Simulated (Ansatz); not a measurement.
Ti3Al

```cif
data_structure
_symmetry_space_group_name_H-M 'P 1'
_symmetry_Int_Tables_number 1
_cell_length_a 2.8958
_cell_length_b 2.8958
_cell_length_c 9.1394
_cell_angle_alpha 90.000
_cell_angle_beta 90.000
_cell_angle_gamma 120.000
_cell_volume 66.37
loop_
_atom_site_label
_atom_site_type_symbol
_atom_site_fract_x
_atom_site_fract_y
_atom_site_fract_z
_atom_site_occupancy
Ti1 Ti 0.66667 0.33333 0.00000 1
Ti2 Ti 0.33333 0.66667 0.76212 1
Ti3 Ti 0.33333 0.66667 0.24882 1
Al1 Al 0.66667 0.33333 0.50000 1
```

Space group P3m1; a structure from a database of computed crystals, not necessarily the ambient phase; changed on purpose from its base cell (atom 2 (Ti) moved +0.100 A along Cartesian [0 0 1]); not relaxed (largest force 0.8 eV/Å); computed without spin polarisation.

These are results of DFT PBEsol, scalar-relativistic, plane waves, PAW (Ansatz), not measurements.

> Predict the valence pseudo-density and electron localisation function between the atoms.

Al–Al (2.90 Å): ρ at the midpoint is about 0.19 e/Å³; the ELF is about 0.55 at the midpoint.
Ti–Ti (2.90 Å): ρ at the midpoint is about 0.2 e/Å³; the ELF is about 0.25 at the midpoint; no localised pair shows between them.
The ELF has a maximum of about 0.75 in the space between the atoms, 1.7 Å from four Ti atoms, on no atom or two-centre bond.

> Does the calculation give a band gap?

It is gapless in this calculation (a metal or semimetal).

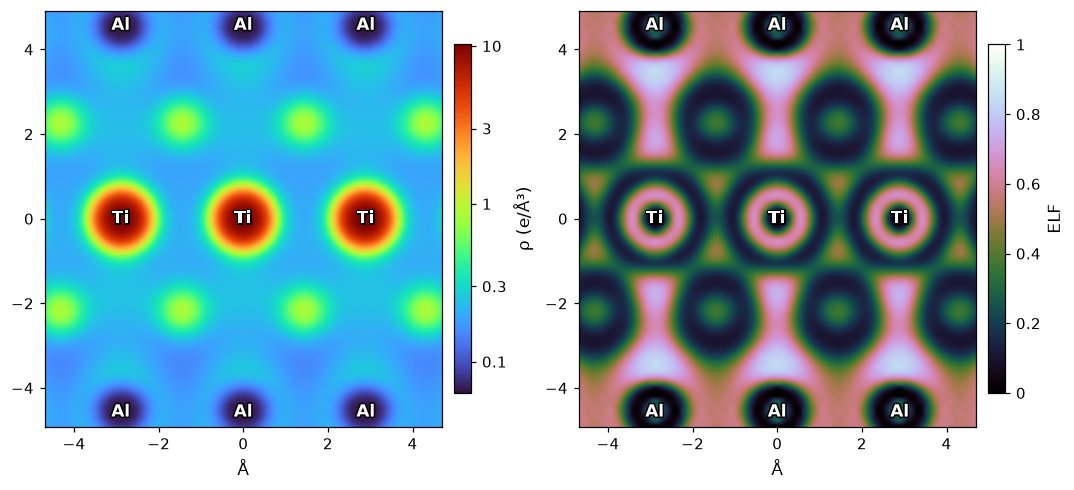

Computed valence pseudo-density and electron localisation function on the (100) plane of the conventional cell, in this order. Atoms just off the plane (Ti, 0.8 Å away) can leave unmarked features too.

The density is the valence pseudo-density of a PAW calculation; it isn't the true density close to the nuclei.
